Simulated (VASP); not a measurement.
Rh

```
CELL_PARAMETERS angstrom
4.10288 0.00000 0.00000
-2.05144 3.55320 0.00000
0.00000 0.00000 2.51612
ATOMIC_POSITIONS crystal
Rh 0.00000 0.00000 0.00000
Rh 0.33333 0.66667 0.50000
Rh 0.66667 0.33333 0.50000
```

Space group P6/mmm; a generated structure, not necessarily the stable one; changed on purpose from its base cell (volume × 0.88); computed pressure about 48 GPa in this cell.

Method: Kohn-Sham DFT of a periodic cell, PBEsol, VASP PAW PBE potentials, recommended (VASP 6.6.1).

Q: What can the converged valence pseudo-density and electron localisation function tell about the bonding?

A: Rh–Rh (2.37 Å): the density is about 0.68 e/Å³ at the midpoint; the ELF is about 0.30 at the midpoint.

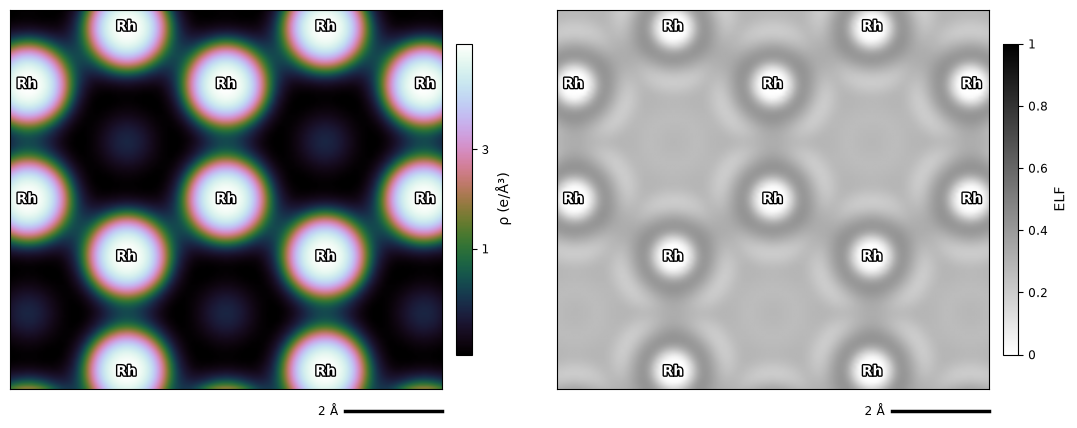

Computed valence pseudo-density and electron localisation function on the (001) plane of the conventional cell, in this order. 
